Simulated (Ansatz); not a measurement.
# Run report: Ti, geometry relaxation (part 1 of 2)

The run: geometry relaxation of Ti (2 atoms in the cell). Method and program: DFT, PBEsol, PAW with Ansatz's default frozen-core files, scalar-relativistic, no spin polarisation (Ansatz 0.2.0).

The structure was built on a prototype by a generator; it need not be a known phase. It belongs to a series of runs on one base structure; here: bulk cell relaxed. Figures and captions count atoms from 1; the log counts them from 0 in places.

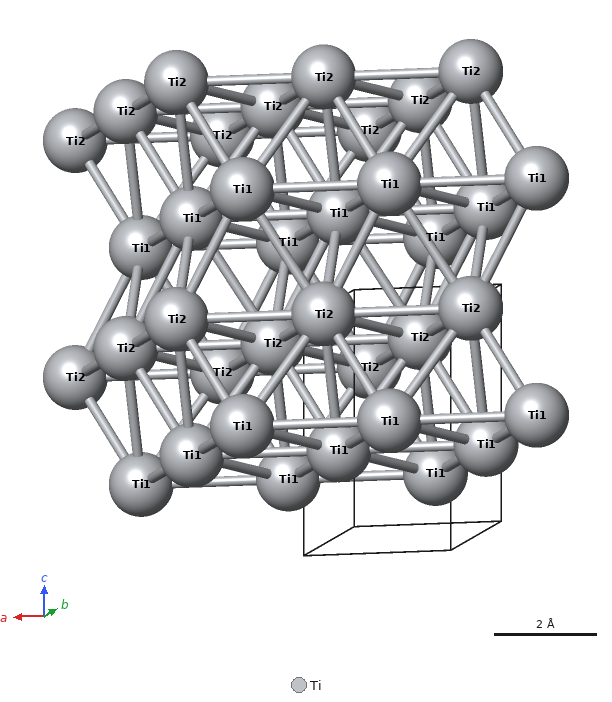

The input geometry (ball-and-stick view of the cell of the calculation, repeated 3 × 3 × 2, seen at an oblique angle; atoms are numbered from 1 in the order of the input).

Input:
```yaml
crystal:
  lattice:
    - [2.9313902092, 0.0, 0.0]
    - [-1.4656951046, 2.5386583896, 0.0]
    - [0.0, 0.0, 4.7488521389]
  atoms:
    - { symbol: Ti, position: [0.3333333333, 0.6666666667, 0.25] }
    - { symbol: Ti, position: [0.6666666667, 0.3333333333, 0.75] }
kpoints:
  mp_grid: { grid: [17, 17, 9] }
scf:
  occupations: { method: fermi_dirac, width: 0.1 }
hamiltonian:
  xc: pbesol
  pseudopotentials: { kind: paw }
output:
  forces: true
  stress: true
relax:
  f_tol: 0.005
  max_steps: 40
  cell: {}
```

Hardware: 2 threads of Arm Neoverse V2, 24 GiB of memory available, shared host.

Launched with:
```bash
ansatz run input.yaml --threads 2 --pin off --max-ram 4096MiB --backend cpu --events-out ev --progress --plain --runs-dir out
```

Output:
```
Engine: ansatz 0.2.0, aarch64-unknown-linux-gnu
Pseudopotentials: kind: paw
Pseudopotential: Ti, paw, valence charge 12, recommended cutoff 420 eV (normal), Ti.paw.azcp
Functional definition: PBEsol
  exchange = pbesol_x
  correlation = pbesol_c
Crystal: 2 atoms, lattice volume = 35.340 Å³
Basis set: ecut = 420 eV, 687 PW (Γ), exchange–correlation on 40×40×64 points (8 copies of the dense FFT grid, shifted against one another)
Bands: 16, of which v1, the nominal top of the filled ones, is band 12 counted from 1 (11 counted from 0)
Symmetry: 24 space group operations
Space group: P63/mmc (ITA 194), of the structure as read, at distance tolerance 3.3e-5 Å
k-points: 165 of 2601
Non-local potential: Ti, projectors of the file, l = 0: 3, l = 1: 2, l = 2: 3, l = 3: 1
PAW form: soft (Blöchl's): semilocal exchange-correlation on the pseudo side does not see the compensation charge
PAW frozen core: Ti, regenerated for the run's functional, and the local potential with it (the file was generated under x = pbe(κ = 0.804, μ = 0.2195149727645171), c = pbe(β = 0.06672455060314922))
PAW one-centre angular grid: Ti, 590 points (default); XC on 64 Gauss nodes
Initial density: superposition of atomic densities (neutral atoms: chi_scale 0, normalization atom), corrected by the library's trained network
Initial wavefunctions: pseudopotential atomic-orbital guess
Functional: x = pbesol(κ = 0.804, μ = 0.12345679012345678), c = pbesol(β = 0.046)
SCF iter   1: F=—  HF=-4947.793507 eV  |F-HF|=—  |Δ(HF+E_count)|=         —  Δρ=7.34e-3  dr2=1.45e-2  ethr=1.77e-3  ⟨swp⟩=3.6  Hψ=10666  notcnv=0
preconditioner: auto → none  [metal: Δε(μ)=0.017 eV  Ē_g=2.820 eV  σ=0.100 eV  W_gap=0.04  n_scr=8 (ndim 8)  ℏωp=17.7 eV  f_vac=0.000  D(μ)=2.25/eV (n_scr^D=22)  sad-step TF]
SCF iter   2: F=—  HF=-4947.789408 eV  |F-HF|=—  |Δ(HF+E_count)|=   4.10e-3  Δρ=3.18e-3  dr2=2.79e-3  ethr=6.04e-5  ⟨swp⟩=2.3  Hψ=4698  notcnv=0
SCF iter   3: F=—  HF=-4947.788721 eV  |F-HF|=—  |Δ(HF+E_count)|=   6.87e-4  Δρ=3.01e-4  dr2=1.01e-5  ethr=1.16e-5  ⟨swp⟩=3.0  Hψ=5256  notcnv=0
SCF iter   4: F=—  HF=-4947.788741 eV  |F-HF|=—  |Δ(HF+E_count)|=   1.98e-5  Δρ=3.43e-5  dr2=1.36e-7  ethr=4.21e-8  ⟨swp⟩=2.0  Hψ=4369  notcnv=0
iter 5 did not close the SCF: its close was put off for the readings that it lacked (scf_convergence_deferred on its scf_iter line)
SCF iter   5: F=-4947.788741 eV  HF=-4947.788741 eV  |F-HF|=1.17e-8  |Δ(HF+E_count)|=   1.94e-7  Δρ=7.47e-6  dr2=1.43e-8  ethr=5.68e-10  ⟨swp⟩=2.5  Hψ=4704  notcnv=0
SCF iter   6: F=-4947.788741 eV  HF=-4947.788741 eV  |F-HF|=6.37e-11  |Δ(HF+E_count)|=   5.38e-9  Δρ=8.07e-7  dr2=1.16e-10  ethr=5.97e-11  ⟨swp⟩=1.0  Hψ=8597  notcnv=0
SCF 1 converged in 6 iterations: F = -4947.788741 eV  dr2 = 1.16e-10
  greatest PAW one-centre occupation: 0.999 electrons in one spin orbital (limit 2), on the Ti atom at site 1 (counted from 0), in its partial waves of l = 0
relax step   1: F+E_penalty+E_count = -4947.78874125 eV  Δ(F+E_penalty+E_count) = +0.000e0 eV  max|allowed force component| = 1.943e-16 eV/Å  Δτ_max = 0.0000 Å  P = -5.807 GPa  Ω = 35.340 Å³  (6 SCF iters, dr2 threshold 1.00e-7 eV, accepted)
Crystal: 2 atoms, lattice volume = 31.667 Å³
Basis set: ecut = 420 eV, 615 PW (Γ), exchange–correlation on 40×40×64 points (8 copies of the dense FFT grid, shifted against one another)
Initial density: handed on by an earlier stage of this run
Initial wavefunctions: those handed on with the density
iter 1 solved again at ethr=2.36e-5 eV; its pass at ethr=3.10e-3 eV (dr2=5.66e-3 eV) is discarded
SCF iter   1: F=—  HF=-4947.788564 eV  |F-HF|=—  |Δ(HF+E_count)|=         —  Δρ=4.34e-3  dr2=5.83e-3  ethr=2.36e-5  ⟨swp⟩=1.0  Hψ=17925  notcnv=0
preconditioner: auto → none  [metal: Δε(μ)=0.021 eV  Ē_g=3.084 eV  σ=0.100 eV  W_gap=0.05  n_scr=8 (ndim 8)  ℏωp=18.7 eV  f_vac=0.000  D(μ)=2.00/eV (n_scr^D=22)]
SCF iter   2: F=—  HF=-4947.788011 eV  |F-HF|=—  |Δ(HF+E_count)|=   5.53e-4  Δρ=1.43e-3  dr2=2.85e-4  ethr=2.36e-5  ⟨swp⟩=2.5  Hψ=4221  notcnv=0
SCF iter   3: F=—  HF=-4947.788396 eV  |F-HF|=—  |Δ(HF+E_count)|=   3.84e-4  Δρ=4.19e-4  dr2=2.22e-5  ethr=1.19e-6  ⟨swp⟩=2.1  Hψ=3331  notcnv=0
SCF iter   4: F=—  HF=-4947.788433 eV  |F-HF|=—  |Δ(HF+E_count)|=   3.69e-5  Δρ=4.50e-5  dr2=5.57e-7  ethr=9.24e-8  ⟨swp⟩=2.4  Hψ=3938  notcnv=0
iter 5 did not close the SCF: its close was put off for the readings that it lacked (scf_convergence_deferred on its scf_iter line)
SCF iter   5: F=-4947.788433 eV  HF=-4947.788433 eV  |F-HF|=3.63e-10  |Δ(HF+E_count)|=   4.00e-8  Δρ=1.73e-6  dr2=5.88e-10  ethr=2.32e-9  ⟨swp⟩=2.0  Hψ=3209  notcnv=0
SCF iter   6: F=-4947.788433 eV  HF=-4947.788433 eV  |F-HF|=6.37e-12  |Δ(HF+E_count)|=  2.03e-10  Δρ=3.26e-7  dr2=1.63e-11  ethr=2.45e-12  ⟨swp⟩=1.0  Hψ=8120  notcnv=0
SCF 2 converged in 6 iterations: F = -4947.788433 eV  dr2 = 1.63e-11
relax step   2: F+E_penalty+E_count = -4947.78843258 eV  Δ(F+E_penalty+E_count) = +3.087e-4 eV  max|allowed force component| = 3.793e-16 eV/Å  Δτ_max = 0.0000 Å  P = +7.299 GPa  Ω = 31.667 Å³  energy of the carried Pulay correction = +2.180e-4 eV  (6 SCF iters, dr2 threshold 2.00e-7 eV, rejected (line search))
Crystal: 2 atoms, lattice volume = 33.762 Å³
Basis set: ecut = 420 eV, 663 PW (Γ), exchange–correlation on 40×40×64 points (8 copies of the dense FFT grid, shifted against one another)
iter 1 solved again at ethr=8.03e-6 eV; its pass at ethr=3.10e-3 eV (dr2=1.93e-3 eV) is discarded
SCF iter   1: F=—  HF=-4947.826460 eV  |F-HF|=—  |Δ(HF+E_count)|=         —  Δρ=2.41e-3  dr2=1.99e-3  ethr=8.03e-6  ⟨swp⟩=1.0  Hψ=17988  notcnv=0
preconditioner: auto → none  [metal: Δε(μ)=0.010 eV  Ē_g=2.890 eV  σ=0.100 eV  W_gap=0.02  n_scr=8 (ndim 8)  ℏωp=18.1 eV  f_vac=0.000  D(μ)=2.20/eV (n_scr^D=22)]
SCF iter   2: F=—  HF=-4947.826354 eV  |F-HF|=—  |Δ(HF+E_count)|=   1.06e-4  Δρ=8.34e-4  dr2=1.02e-4  ethr=8.03e-6  ⟨swp⟩=2.3  Hψ=3751  notcnv=0
SCF iter   3: F=—  HF=-4947.826502 eV  |F-HF|=—  |Δ(HF+E_count)|=   1.48e-4  Δρ=2.40e-4  dr2=8.33e-6  ethr=4.26e-7  ⟨swp⟩=2.4  Hψ=3700  notcnv=0
SCF iter   4: F=—  HF=-4947.826508 eV  |F-HF|=—  |Δ(HF+E_count)|=   5.42e-6  Δρ=2.71e-5  dr2=2.20e-7  ethr=3.47e-8  ⟨swp⟩=2.4  Hψ=4024  notcnv=0
SCF iter   5: F=—  HF=-4947.826510 eV  |F-HF|=—  |Δ(HF+E_count)|=   1.76e-6  Δρ=2.09e-6  dr2=9.17e-10  ethr=9.19e-10  ⟨swp⟩=2.0  Hψ=3196  notcnv=0
SCF iter   6: F=-4947.826510 eV  HF=-4947.826510 eV  |F-HF|=3.64e-12  |Δ(HF+E_count)|=  2.33e-10  Δρ=2.62e-7  dr2=6.36e-12  ethr=1.00e-12  ⟨swp⟩=3.2  Hψ=12254  notcnv=0
SCF 3 converged in 6 iterations: F = -4947.826510 eV  dr2 = 6.36e-12
relax step   3: F+E_penalty+E_count = -4947.82650959 eV  Δ(F+E_penalty+E_count) = -3.777e-2 eV  max|allowed force component| = 2.220e-16 eV/Å  Δτ_max = 0.0000 Å  P = -0.968 GPa  Ω = 33.762 Å³  energy of the carried Pulay correction = +9.088e-5 eV  (6 SCF iters, accepted)
Crystal: 2 atoms, lattice volume = 33.439 Å³
Basis set: ecut = 420 eV, 627 PW (Γ), exchange–correlation on 40×40×64 points (8 copies of the dense FFT grid, shifted against one another)
iter 1 solved again at ethr=2.85e-7 eV; its pass at ethr=3.10e-3 eV (dr2=6.84e-5 eV) is discarded
SCF iter   1: F=—  HF=-4947.828119 eV  |F-HF|=—  |Δ(HF+E_count)|=         —  Δρ=4.97e-4  dr2=7.12e-5  ethr=2.85e-7  ⟨swp⟩=2.1  Hψ=18393  notcnv=0
preconditioner: auto → none  [metal: Δε(μ)=0.029 eV  Ē_g=2.930 eV  σ=0.100 eV  W_gap=0.07  n_scr=8 (ndim 8)  ℏωp=18.2 eV  f_vac=0.000  D(μ)=2.14/eV (n_scr^D=22)]
SCF iter   2: F=—  HF=-4947.828083 eV  |F-HF|=—  |Δ(HF+E_count)|=   3.60e-5  Δρ=1.87e-4  dr2=4.71e-6  ethr=2.85e-7  ⟨swp⟩=2.3  Hψ=3702  notcnv=0
SCF iter   3: F=—  HF=-4947.828086 eV  |F-HF|=—  |Δ(HF+E_count)|=   2.91e-6  Δρ=5.18e-5  dr2=3.13e-7  ethr=1.96e-8  ⟨swp⟩=2.6  Hψ=3826  notcnv=0
iter 4 did not close the SCF: its close was put off for the readings that it lacked (scf_convergence_deferred on its scf_iter line)
SCF iter   4: F=-4947.828086 eV  HF=-4947.828086 eV  |F-HF|=3.44e-9  |Δ(HF+E_count)|=   5.25e-7  Δρ=5.90e-6  dr2=7.80e-9  ethr=1.30e-9  ⟨swp⟩=2.0  Hψ=3260  notcnv=0
iter 5 did not close the SCF: its close was put off for the readings that it lacked (scf_convergence_deferred on its scf_iter line)
SCF iter   5: F=-4947.828086 eV  HF=-4947.828086 eV  |F-HF|=9.73e-11  |Δ(HF+E_count)|=   4.75e-9  Δρ=7.48e-7  dr2=1.31e-10  ethr=3.25e-11  ⟨swp⟩=2.0  Hψ=3211  notcnv=0
SCF iter   6: F=-4947.828086 eV  HF=-4947.828086 eV  |F-HF|=0.00e0  |Δ(HF+E_count)|=  5.37e-11  Δρ=7.08e-8  dr2=4.95e-13  ethr=1.00e-12  ⟨swp⟩=1.0  Hψ=7869  notcnv=0
SCF 4 converged in 6 iterations: F = -4947.828086 eV  dr2 = 4.95e-13
relax step   4: F+E_penalty+E_count = -4947.82808611 eV  Δ(F+E_penalty+E_count) = -1.577e-3 eV  max|allowed force component| = 3.701e-17 eV/Å  Δτ_max = 0.0000 Å  P = +0.170 GPa  Ω = 33.439 Å³  energy of the carried Pulay correction = +1.101e-4 eV  (6 SCF iters, dr2 threshold 2.00e-7 eV, accepted)
Crystal: 2 atoms, lattice volume = 33.484 Å³
iter 1 solved again at ethr=3.65e-9 eV; its pass at ethr=3.10e-3 eV (dr2=8.77e-7 eV) is discarded
SCF iter   1: F=—  HF=-4947.828179 eV  |F-HF|=—  |Δ(HF+E_count)|=         —  Δρ=9.77e-5  dr2=1.75e-6  ethr=3.65e-9  ⟨swp⟩=3.2  Hψ=18522  notcnv=0
preconditioner: auto → none  [metal: Δε(μ)=0.032 eV  Ē_g=2.924 eV  σ=0.100 eV  W_gap=0.08  n_scr=8 (ndim 8)  ℏωp=18.2 eV  f_vac=0.000  D(μ)=2.15/eV (n_scr^D=22)]
SCF iter   2: F=—  HF=-4947.828152 eV  |F-HF|=—  |Δ(HF+E_count)|=   2.75e-5  Δρ=4.38e-5  dr2=1.83e-7  ethr=3.65e-9  ⟨swp⟩=2.6  Hψ=4608  notcnv=0
iter 3 did not close the SCF: its close was put off for the readings that it lacked (scf_convergence_deferred on its scf_iter line)
SCF iter   3: F=-4947.828152 eV  HF=-4947.828152 eV  |F-HF|=5.16e-9  |Δ(HF+E_count)|=   9.24e-8  Δρ=1.02e-5  dr2=9.21e-9  ethr=7.62e-10  ⟨swp⟩=2.2  Hψ=3410  notcnv=0
iter 4 did not close the SCF: its close was put off for the readings that it lacked (scf_convergence_deferred on its scf_iter line)
SCF iter   4: F=-4947.828152 eV  HF=-4947.828152 eV  |F-HF|=4.55e-11  |Δ(HF+E_count)|=   7.79e-9  Δρ=1.35e-6  dr2=3.02e-10  ethr=3.84e-11  ⟨swp⟩=2.6  Hψ=4562  notcnv=0
iter 5 did not close the SCF: its close was put off for the readings that it lacked (scf_convergence_deferred on its scf_iter line)
SCF iter   5: F=-4947.828152 eV  HF=-4947.828152 eV  |F-HF|=2.73e-12  |Δ(HF+E_count)|=  1.11e-10  Δρ=1.42e-7  dr2=5.59e-12  ethr=1.26e-12  ⟨swp⟩=2.2  Hψ=3613  notcnv=0
SCF iter   6: F=-4947.828152 eV  HF=-4947.828152 eV  |F-HF|=1.82e-12  |Δ(HF+E_count)|=  1.82e-12  Δρ=1.27e-8  dr2=2.23e-14  ethr=1.00e-12  ⟨swp⟩=1.0  Hψ=5940  notcnv=0
SCF 5 converged in 6 iterations: F = -4947.828152 eV  dr2 = 2.23e-14
```
